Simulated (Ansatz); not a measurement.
## Geometry relaxation, with input and output: AlAs (part 2 of 2)

Continued. System: AlAs (slab, 8 atoms in the cell). Method: DFT PBEsol, scalar-relativistic, plane waves, PAW, no spin polarisation (Ansatz 0.2.0); cutoff 420 eV, 7×5×1 k-mesh, Gaussian smearing of 0.05 eV. The structure derives from an entry of the Crystallography Open Database. The input holds or restrains some coordinates. Forces given for the steps count only the free coordinates. It belongs to a series of runs on one base structure; here: clean slab, lower half held.

Geometry of the input (Å; fractional positions):
```
4.0125  0.0000  0.0000
0.0000  5.6746  0.0000
0.0000  0.0000  23.0188
Al 0.5000  0.5000  0.3693
As 0.0000  0.2500  0.3693
Al 0.0000  0.0000  0.4564
As 0.5000  0.7500  0.4564
Al 0.5000  0.5000  0.5436
As 0.0000  0.2500  0.5436
Al 0.0000  0.0000  0.6307
As 0.5000  0.7500  0.6307
```

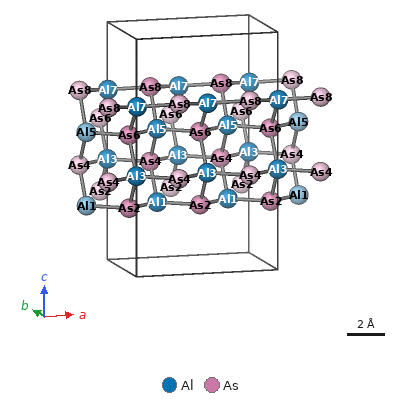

The geometry at step 2 of the log (ball-and-stick view of the 2 × 1 repeat of the cell, with the vacuum cut short, seen slightly off an axis; neighbours outside the cell are drawn fainter; atoms are numbered from 1 in the order of the input).

The program's output, continued:
```
SCF iter   1: F=—  HF=-21350.749844 eV  |F-HF|=—  |Δ(HF+E_count)|=         —  Δρ=2.17e-3  dr2=3.53e-2  ethr=3.49e-4  p=-0.034 e·Å  D=-1.19e-2 V/Å  ΔV_dip=0.27 eV  dr2_dipole=2.89e-3  V_vac-E_F(+/−)=4.67/4.39 eV  ⟨swp⟩=4.2  Hψ=1286  notcnv=0  defer=28
efield: sawtooth ramp at fractional position 0.9800 (handed on by an earlier solve), width 0.0400; the density the first Hamiltonian is built on has a dipole p = -0.034 e·Å; the dipole correction subtracts the counter field D = -1.19e-2 V/Å, which shifts the + side's vacuum level by +0.27 eV against the − side's; the planar-averaged density in the ramp window peaks in size at 8.3e-8 e/Å³
preconditioner: auto → Resta (q_TF=auto, 1.960 Å⁻¹)  ε∞=2.5  [insulator: Δε(μ)=0.965 eV  Ē_g=7.613 eV  σ=0.050 eV  W_gap=1.00  n_scr=66 (ndim 8)  ℏωp=9.2 eV  f_vac=0.591  D(μ)=0.00/eV (n_scr^D=0)  ε∞_Penn≈2.5  vacuum switching on, ρ_ref=4.2e-3 e/Å³]
SCF iter   2: F=—  HF=-21350.751596 eV  |F-HF|=—  |Δ(HF+E_count)|=   1.75e-3  Δρ=1.18e-3  dr2=2.41e-2  ethr=4.91e-5  p=-0.007 e·Å  D=-2.44e-3 V/Å  ΔV_dip=0.06 eV  dr2_dipole=9.35e-3  V_vac-E_F(+/−)=4.51/4.46 eV  ⟨swp⟩=2.5  Hψ=816  notcnv=0  defer=29
SCF iter   3: F=—  HF=-21350.752953 eV  |F-HF|=—  |Δ(HF+E_count)|=   1.36e-3  Δρ=8.30e-4  dr2=2.01e-2  ethr=3.35e-5  p=-0.048 e·Å  D=-1.67e-2 V/Å  ΔV_dip=0.38 eV  dr2_dipole=7.43e-3  V_vac-E_F(+/−)=4.75/4.37 eV  ⟨swp⟩=2.5  Hψ=678  notcnv=0  defer=29
SCF iter   4: F=—  HF=-21350.752013 eV  |F-HF|=—  |Δ(HF+E_count)|=   9.40e-4  Δρ=2.06e-4  dr2=4.38e-4  ethr=2.80e-5  p=-0.032 e·Å  D=-1.12e-2 V/Å  ΔV_dip=0.26 eV  dr2_dipole=2.57e-5  V_vac-E_F(+/−)=4.67/4.42 eV  ⟨swp⟩=2.1  Hψ=619  notcnv=0  defer=29
SCF iter   5: F=—  HF=-21350.752257 eV  |F-HF|=—  |Δ(HF+E_count)|=   2.44e-4  Δρ=6.76e-5  dr2=6.21e-5  ethr=6.09e-7  p=-0.035 e·Å  D=-1.21e-2 V/Å  ΔV_dip=0.28 eV  dr2_dipole=1.70e-6  V_vac-E_F(+/−)=4.69/4.41 eV  ⟨swp⟩=2.0  Hψ=740  notcnv=0  defer=29
SCF iter   6: F=-21350.752290 eV  HF=-21350.752287 eV  |F-HF|=2.50e-6  |Δ(HF+E_count)|=   3.07e-5  Δρ=2.88e-5  dr2=8.72e-6  ethr=3.36e-8  p=-0.036 e·Å  D=-1.24e-2 V/Å  ΔV_dip=0.28 eV  dr2_dipole=2.47e-7  V_vac-E_F(+/−)=4.70/4.42 eV  ⟨swp⟩=21.8  Hψ=5631  notcnv=0
SCF 4 converged in 6 iterations: F = -21350.752290 eV  dr2 = 8.72e-6
relax step   4: F+E_penalty+E_count = -21350.75228986 eV  Δ(F+E_penalty+E_count) = -5.526e-2 eV  max|allowed force component| = 7.086e-2 eV/Å  Δτ_max = 0.1940 Å  (6 SCF iters, dr2 threshold 2.42e-5 eV, accepted)
SCF iter   1: F=—  HF=-21350.756464 eV  |F-HF|=—  |Δ(HF+E_count)|=         —  Δρ=1.13e-3  dr2=7.17e-3  ethr=9.16e-5  p=-0.036 e·Å  D=-1.24e-2 V/Å  ΔV_dip=0.28 eV  dr2_dipole=9.70e-5  V_vac-E_F(+/−)=4.71/4.42 eV  ⟨swp⟩=3.3  Hψ=1049  notcnv=0  defer=28
efield: sawtooth ramp at fractional position 0.9800 (handed on by an earlier solve), width 0.0400; the density the first Hamiltonian is built on has a dipole p = -0.036 e·Å; the dipole correction subtracts the counter field D = -1.24e-2 V/Å, which shifts the + side's vacuum level by +0.28 eV against the − side's; the planar-averaged density in the ramp window peaks in size at 9.3e-8 e/Å³
preconditioner: auto → Resta (q_TF=auto, 1.960 Å⁻¹)  ε∞=2.4  [insulator: Δε(μ)=0.929 eV  Ē_g=7.622 eV  σ=0.050 eV  W_gap=1.00  n_scr=66 (ndim 8)  ℏωp=9.2 eV  f_vac=0.590  D(μ)=0.00/eV (n_scr^D=0)  ε∞_Penn≈2.4  vacuum switching on, ρ_ref=4.2e-3 e/Å³]
SCF iter   2: F=—  HF=-21350.755698 eV  |F-HF|=—  |Δ(HF+E_count)|=   7.66e-4  Δρ=5.86e-4  dr2=2.13e-3  ethr=9.96e-6  p=-0.031 e·Å  D=-1.06e-2 V/Å  ΔV_dip=0.24 eV  dr2_dipole=3.33e-4  V_vac-E_F(+/−)=4.67/4.43 eV  ⟨swp⟩=2.0  Hψ=680  notcnv=0  defer=28
SCF iter   3: F=—  HF=-21350.755977 eV  |F-HF|=—  |Δ(HF+E_count)|=   2.79e-4  Δρ=2.86e-4  dr2=3.07e-3  ethr=2.96e-6  p=-0.043 e·Å  D=-1.50e-2 V/Å  ΔV_dip=0.35 eV  dr2_dipole=1.25e-3  V_vac-E_F(+/−)=4.75/4.40 eV  ⟨swp⟩=2.0  Hψ=627  notcnv=0  defer=28
SCF iter   4: F=—  HF=-21350.755664 eV  |F-HF|=—  |Δ(HF+E_count)|=   3.13e-4  Δρ=7.41e-5  dr2=1.01e-4  ethr=2.96e-6  p=-0.036 e·Å  D=-1.23e-2 V/Å  ΔV_dip=0.28 eV  dr2_dipole=2.99e-5  V_vac-E_F(+/−)=4.71/4.42 eV  ⟨swp⟩=2.0  Hψ=580  notcnv=0  defer=28
SCF iter   5: F=—  HF=-21350.755670 eV  |F-HF|=—  |Δ(HF+E_count)|=   6.58e-6  Δρ=2.85e-5  dr2=1.85e-5  ethr=1.40e-7  p=-0.037 e·Å  D=-1.28e-2 V/Å  ΔV_dip=0.30 eV  dr2_dipole=1.65e-7  V_vac-E_F(+/−)=4.71/4.42 eV  ⟨swp⟩=2.0  Hψ=650  notcnv=0  defer=28
SCF iter   6: F=—  HF=-21350.755714 eV  |F-HF|=—  |Δ(HF+E_count)|=   4.36e-5  Δρ=1.13e-5  dr2=1.40e-6  ethr=2.57e-8  p=-0.037 e·Å  D=-1.29e-2 V/Å  ΔV_dip=0.30 eV  dr2_dipole=6.52e-8  V_vac-E_F(+/−)=4.72/4.42 eV  ⟨swp⟩=2.0  Hψ=678  notcnv=0  defer=28
SCF iter   7: F=—  HF=-21350.755715 eV  |F-HF|=—  |Δ(HF+E_count)|=   1.07e-6  Δρ=3.81e-6  dr2=1.49e-7  ethr=1.94e-9  p=-0.038 e·Å  D=-1.30e-2 V/Å  ΔV_dip=0.30 eV  dr2_dipole=5.48e-9  V_vac-E_F(+/−)=4.72/4.42 eV  ⟨swp⟩=2.0  Hψ=814  notcnv=0  defer=28
SCF iter   8: F=-21350.755715 eV  HF=-21350.755715 eV  |F-HF|=1.78e-8  |Δ(HF+E_count)|=   1.02e-7  Δρ=1.28e-6  dr2=1.30e-8  ethr=1.39e-10  p=-0.038 e·Å  D=-1.30e-2 V/Å  ΔV_dip=0.30 eV  dr2_dipole=1.38e-11  V_vac-E_F(+/−)=4.72/4.42 eV  ⟨swp⟩=19.4  Hψ=4334  notcnv=0
SCF 5 converged in 8 iterations: F = -21350.755715 eV  dr2 = 1.30e-8
relax step   5: F+E_penalty+E_count = -21350.75571505 eV  Δ(F+E_penalty+E_count) = -3.425e-3 eV  max|allowed force component| = 1.816e-2 eV/Å  Δτ_max = 0.0648 Å  (8 SCF iters, accepted)
WARN: The output density's exchange-correlation potential varies sharply where the density is thin. Do not read a vacuum level from v_tot or v_xc, or from such a field of the output density. On a cell that repeats whose density bears no net charge and no dipole along the vacuum's axis use v_es (v_loc + v_h of the components); under efield.dipole_correction with no amplitude use v_es + v_field, which holds any external_charges[].barrier, or the levels of the report's work_function block, which leave it out; under a non-zero efield.amplitude the vacuum is tilted and has no level; on a cell that repeats and bears such a dipole with no correction it is tilted too, and efield.dipole_correction with no amplitude gives each side of its ramp a level where efield: is served; in a cell that repeats whose density bears a net charge (total_charge, or a fill off its count) it is curved and has none; of a slab under crystal.periodic whose density bears no net charge use v_es, which has a level on each side, short of where the two are joined; of another it falls or rises all the way out and has none; of a slab beside external_charges read slab_vacuum_level instead, which it has where they leave it neutral. The grid or the basis barely resolves most such structure, and the values can differ between equally converged runs; as a rule a tighter scf.convergence.dr2_threshold does not remove it. Where the density itself ripples (under the LDA too) a higher basis.ecutwfc lessens it. The files hold the spikes' plane waves up to the density's cutoff. Files: v_tot_of_output_density and the like, and their columns of v_z.tsv (output.write_potential); v_xc_of_output_density and the like, and their columns of v_comp_z.tsv (output.write_potential_components). Measured: with its Gaussian average of σ = 0.25 Å subtracted twice, the exchange-correlation potential is over 0.1 eV at 60 of the grid points where the equally averaged density (valence and model cores) is under 1e-3 e/Å³, and 0.194 eV at the most among them, at an averaged density of 9.2e-4 e/Å³. The input density's (outcome.potential() and, of a run that writes arrays, v_tot and v_xc) is over 0.1 eV, so measured, at 60 points of its own thin density, 0.194 eV at the most. See output.write_potential in the manual, Limitations
SCF converged after 8 iterations
Free energy (F): -21350.755715 eV
Harris-Foulkes:  -21350.755715 eV  (|F-HF|=1.78e-8)
Internal energy: -21350.755715 eV  (E = F + TS)
E sigma→0 (E₀):  -21350.755715 eV
Fermi energy:    -0.624188 eV
Dipole field:    D = -0.013016 V/Å  (p = -0.037701 e·Å, saw-weighted, corrected)
Work function:   Φ+ = 4.7200 eV   Φ− = 4.4204 eV
Levels:          The Fermi level and band energies are counted from a zero that moves with the ramp; work functions are not
--- Per-component energies (eV) ---
  E_band       = -1594.131428
  E_kinetic    = 499.365991
  E_local      = -42414.636608  (includes V_loc(G=0)·N_el)
  E_nonlocal   = -2631.018503
  E_hartree    = 21235.496021
  E_xc         = -467.767089
  E_vxc        = -427.639103  (∫ρ·V_xc dr)
  E_paw        = -8991.411277  (= ΣΔE_a)
  E_vpaw       = 908.769150  (= ΣTr[D̂ρ^β])
  E_aug_tail   = 0.000021  (compensation charges beyond the density's cutoff)
  E_efield     = 0.000245  (sawtooth field / dipole correction)
  E_vefield    = 0.026898  (∫n·V_field dr)
  E_ewald      = 11415.273213
  E_core_change = 3.942271  (= ΣΔE_core)
  E_smearing   = -0.000000  (= −TS)
  E_closure    = 0.000000  (closes the sum)
  Σ components = -21350.755715   (vs F -21350.755715, Δ=0.00e0)
--- Forces (eV/Å), atoms counted from 1 ---
  atom   1  Al     0.00000000    -1.10583798     1.38280147
  atom   2  As     0.00000000     0.37792827    -1.19010880
  atom   3  Al     0.00000000     0.42372158     0.05195674
  atom   4  As     0.00000000     0.31308864    -0.23586997
  atom   5  Al     0.00000000    -0.00347505     0.00240914
  atom   6  As     0.00000000    -0.00715672    -0.01673021
  atom   7  Al     0.00000000    -0.01641771     0.01149847
  atom   8  As     0.00000000     0.01816433    -0.00596593
  max |Σ_I F_I| component: 1.54e-5 eV/Å
--- Band table (eV; the first three rows and the last of 12) ---
  k-point 0: bands = ["-35.6891", "-35.6802", "-35.6762", "-35.6627", "-35.6557", "-35.6452", "-35.6375", "-35.6328", "-35.6209", "-35.6118", "-35.3433", "-35.3304", "-35.3088", "-35.2980", "-35.2892", "-35.1821", "-35.1774", "-35.1114", "-35.0918", "-35.0767", "-12.7051", "-11.8341", "-11.0819", "-10.8276", "-6.3263", "-5.5048", "-4.6727", "-3.9327", "-3.2864", "-3.0748", "-2.9250", "-2.3087", "-1.9550", "-1.5432", "-1.2465", "-1.1784", "-0.0805", "0.5586", "1.3046", "1.7343", "2.0996", "2.5532", "3.0506", "3.4405"]
  k-point 1: bands = ["-35.6891", "-35.6802", "-35.6762", "-35.6627", "-35.6557", "-35.6452", "-35.6375", "-35.6328", "-35.6209", "-35.6118", "-35.3433", "-35.3304", "-35.3088", "-35.2980", "-35.2892", "-35.1821", "-35.1774", "-35.1114", "-35.0918", "-35.0767", "-12.5860", "-11.7796", "-11.2215", "-10.9566", "-6.1684", "-5.8142", "-4.7430", "-3.5239", "-3.4227", "-2.9500", "-2.7904", "-2.2415", "-1.9058", "-1.6404", "-1.3890", "-1.2038", "0.1729", "0.7277", "1.2883", "1.7222", "2.0097", "2.3321", "2.9070", "3.5756"]
  k-point 2: bands = ["-35.6891", "-35.6802", "-35.6762", "-35.6627", "-35.6557", "-35.6452", "-35.6375", "-35.6328", "-35.6209", "-35.6118", "-35.3433", "-35.3304", "-35.3088", "-35.2980", "-35.2892", "-35.1821", "-35.1774", "-35.1114", "-35.0918", "-35.0767", "-12.2522", "-11.8243", "-11.4723", "-11.1337", "-6.2614", "-5.7290", "-4.8747", "-4.0281", "-2.6819", "-2.5979", "-2.3802", "-2.1411", "-1.9951", "-1.7645", "-1.6536", "-1.1914", "0.0248", "1.0159", "1.3196", "1.7949", "1.9807", "2.5997", "2.9679", "3.3454"]
  k-point 11: bands = ["-35.6884", "-35.6801", "-35.6765", "-35.6631", "-35.6549", "-35.6451", "-35.6379", "-35.6326", "-35.6198", "-35.6121", "-35.3422", "-35.3308", "-35.3092", "-35.2979", "-35.2888", "-35.1812", "-35.1778", "-35.1113", "-35.0922", "-35.0762", "-11.5321", "-11.3866", "-10.8563", "-10.5621", "-6.6043", "-6.2076", "-5.9437", "-5.8335", "-4.0856", "-3.7917", "-3.3583", "-2.9601", "-2.6936", "-2.3338", "-1.8608", "-1.1942", "-0.0634", "0.8463", "1.9917", "2.3812", "2.5476", "3.1836", "3.4894", "3.6017"]
--- Relaxed structure (5 steps of the walk, 5 accepted, 0 SCFs on fresh bases) ---
  F+E_penalty+E_count = -21350.75571505 eV   max|allowed force component| = 1.816e-2 eV/Å
  atoms:
    - { symbol: Al, position: [0.5, 0.5, 0.3692630882] }
    - { symbol: As, position: [0.0, 0.25, 0.3692630882] }
    - { symbol: Al, position: [0.0, 0.0, 0.4564210294] }
    - { symbol: As, position: [0.5, 0.75, 0.4564210294] }
    - { symbol: Al, position: [0.5, 0.502404271727685, 0.5475101113490869] }
    - { symbol: As, position: [0.0, 0.2548787232855437, 0.5438701023957516] }
    - { symbol: Al, position: [0.0, -0.07437618718067521, 0.6096586330604236] }
    - { symbol: As, position: [0.5, 0.7192183136190382, 0.6397511236125075] }
```

Trajectory as extended XYZ (Å, eV, eV/Å), 5 frames, from step=1 to step=5:
```
8
Lattice="4.0125 0.0000 0.0000 0.0000 5.6746 0.0000 0.0000 0.0000 23.0188" Properties=species:S:1:pos:R:3:forces:R:3 step=1 energy=-21350.12473
Al    2.0063    2.8373    8.5000    0.0000  -0.9732   1.3359
As    0.0000    1.4186    8.5000    0.0000   0.3156  -1.0511
Al    0.0000    0.0000   10.5063    0.0000   0.1264  -0.0560
As    2.0063    4.2559   10.5063    0.0000   0.5309  -0.5780
Al    2.0063    2.8373   12.5125    0.0000   0.1265   0.0558
As    0.0000    1.4186   12.5125    0.0000   0.5310   0.5783
Al    0.0000    0.0000   14.5188    0.0000  -0.9731  -1.3359
As    2.0063    4.2559   14.5188    0.0000   0.3156   1.0512
8
Lattice="4.0125 0.0000 0.0000 0.0000 5.6746 0.0000 0.0000 0.0000 23.0188" Properties=species:S:1:pos:R:3:forces:R:3 step=2 energy=-21350.50912
Al    2.0063    2.8373    8.5000    0.0000  -1.0522   1.3637
As    0.0000    1.4186    8.5000    0.0000   0.3540  -1.1196
Al    0.0000    0.0000   10.5063    0.0000   0.3783   0.1609
As    2.0063    4.2559   10.5063    0.0000   0.5562  -0.5151
Al    2.0063    2.8828   12.5479    0.0000   0.1496   0.2475
As    0.0000    1.4773   12.5267    0.0000   0.1071   0.1984
Al    0.0000   -0.1194   14.3648    0.0000  -0.5170  -0.8702
As    2.0063    4.2180   14.6379    0.0000   0.0253   0.5350
8
Lattice="4.0125 0.0000 0.0000 0.0000 5.6746 0.0000 0.0000 0.0000 23.0188" Properties=species:S:1:pos:R:3:forces:R:3 step=3 energy=-21350.69704
Al    2.0063    2.8373    8.5000    0.0000  -1.1010   1.3717
As    0.0000    1.4186    8.5000    0.0000   0.3842  -1.1682
Al    0.0000    0.0000   10.5063    0.0000   0.4929   0.1952
As    2.0063    4.2559   10.5063    0.0000   0.4937  -0.3644
Al    2.0063    2.9125   12.5967    0.0000   0.0182   0.2013
As    0.0000    1.4984   12.5243    0.0000  -0.0012   0.0049
Al    0.0000   -0.2321   14.2058    0.0000  -0.2850  -0.3680
As    2.0063    4.1808   14.7257    0.0000  -0.0004   0.1281
8
Lattice="4.0125 0.0000 0.0000 0.0000 5.6746 0.0000 0.0000 0.0000 23.0188" Properties=species:S:1:pos:R:3:forces:R:3 step=4 energy=-21350.75229
Al    2.0063    2.8373    8.5000    0.0000  -1.1134   1.3756
As    0.0000    1.4186    8.5000    0.0000   0.3899  -1.1936
Al    0.0000    0.0000   10.5063    0.0000   0.4545   0.0768
As    2.0063    4.2559   10.5063    0.0000   0.3714  -0.2359
Al    2.0063    2.8858   12.6180    0.0000  -0.0617   0.0029
As    0.0000    1.4732   12.5096    0.0000  -0.0066   0.0319
Al    0.0000   -0.3652   14.0647    0.0000  -0.0709  -0.0425
As    2.0063    4.1195   14.7415    0.0000   0.0377  -0.0144
8
Lattice="4.0125 0.0000 0.0000 0.0000 5.6746 0.0000 0.0000 0.0000 23.0188" Properties=species:S:1:pos:R:3:forces:R:3 step=5 energy=-21350.75571
Al    2.0063    2.8373    8.5000    0.0000  -1.1058   1.3828
As    0.0000    1.4186    8.5000    0.0000   0.3779  -1.1901
Al    0.0000    0.0000   10.5063    0.0000   0.4237   0.0520
As    2.0063    4.2559   10.5063    0.0000   0.3131  -0.2359
Al    2.0063    2.8509   12.6030    0.0000  -0.0035   0.0024
As    0.0000    1.4463   12.5192    0.0000  -0.0072  -0.0167
Al    0.0000   -0.4221   14.0336    0.0000  -0.0164   0.0115
As    2.0063    4.0813   14.7263    0.0000   0.0182  -0.0060
```

Key numbers:

| quantity | value |
| --- | --- |
| outcome | converged under the restraints of the input |
| electrons treated | 72 |
| free energy | −21350.7557 eV |
| work function, top face | 4.72 eV |
| work function, bottom face | 4.42 eV |
| Fermi energy | −0.624 eV |
| gap on the k-point mesh | 0.93 eV |
| final volume | 524.13 Å³ |
| work function (upper face) | 4.72 eV |
| largest force (length of the vector) at the end, held atoms and coordinates included | 1.771 eV/Å |
| hardware | 4 threads of Intel Xeon @ 2.50GHz (Skylake/Cascade Lake), 32 GiB of memory available, shared host |
| wall time | 53 s (CPU time 3.2 min) |
| peak memory | 1.1 GiB |

Notes:

The program warns: the exchange-correlation potential is rough where the density is thin.
